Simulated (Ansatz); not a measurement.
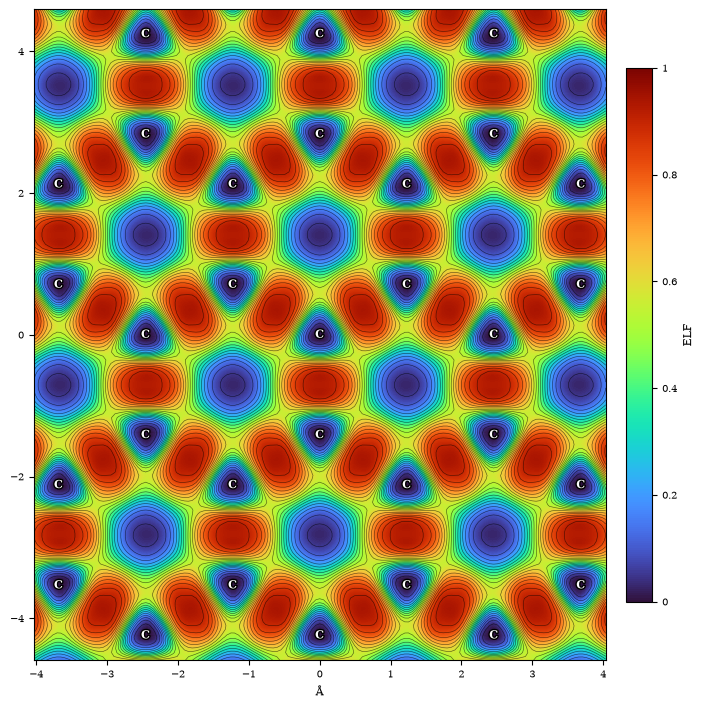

SiC₂. Electron localisation function on the (001) plane of the conventional cell.

Space group Pm; a structure generated by program, which may or may not match a known phase; changed on purpose from its base cell (the structure that the rattled cell fell into).

Theory: Ansatz 0.2.0, DFT PBE, scalar-relativistic, plane waves, PAW.

Q: Describe what can be read from this map.

A:
- The section cuts through C sites.
- C–C (1.41 Å): the ELF peaks at about 0.95 between the atoms.
